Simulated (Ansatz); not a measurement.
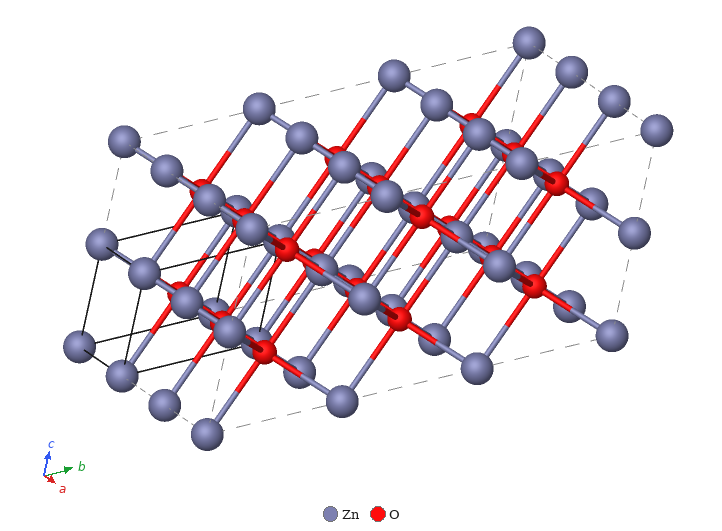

A ball-and-stick rendering, viewed slightly off an axis. Solid lines give the simulation cell, repeated here 3×3×2 times.

The calculation's input:
```yaml
crystal:
  lattice:
    - [0.0569478525, 2.169442, 2.169442]
    - [2.2263898525, 0.0, 2.2263898525]
    - [2.169442, 2.169442, 0.0569478525]
  atoms:
    - { symbol: Zn, position: [0.0, 0.0, 0.0] }
    - { symbol: O, position: [0.5, 0.5, 0.5] }
basis:
  ecutwfc: 420
kpoints:
  mp_grid: { grid: [12, 12, 12] }
hamiltonian:
  xc: lda
scf:
  occupations: { method: gaussian, width: 0.05 }
output:
  forces: true
  stress: true
  eigenvalues: true
```

The calculation used Ansatz, DFT LDA, scalar-relativistic, plane waves, PAW, with E_cut = 420 eV, a 12×12×12 grid in reciprocal space, Gaussian smearing of 0.05 eV, no spin polarisation.

**How large a gap does the method give, if there is one?**

A semiconductor at this level, with a gap of 0.62 eV on the k-mesh (the true edges may lie between mesh points, so the gap can be somewhat smaller).

**What pressure does the calculation give for this cell?**

The computed pressure is -15.0 GPa (stretched: it would shrink).

The cell started as a structure listed in the Materials Project. The cell was then strained or its atoms displaced on purpose. It went into a calculation with Ansatz.

At this level of theory the cell isn't at rest (stretched, at -15 GPa), so its distances can differ from those at equilibrium, the more so the softer the solid.
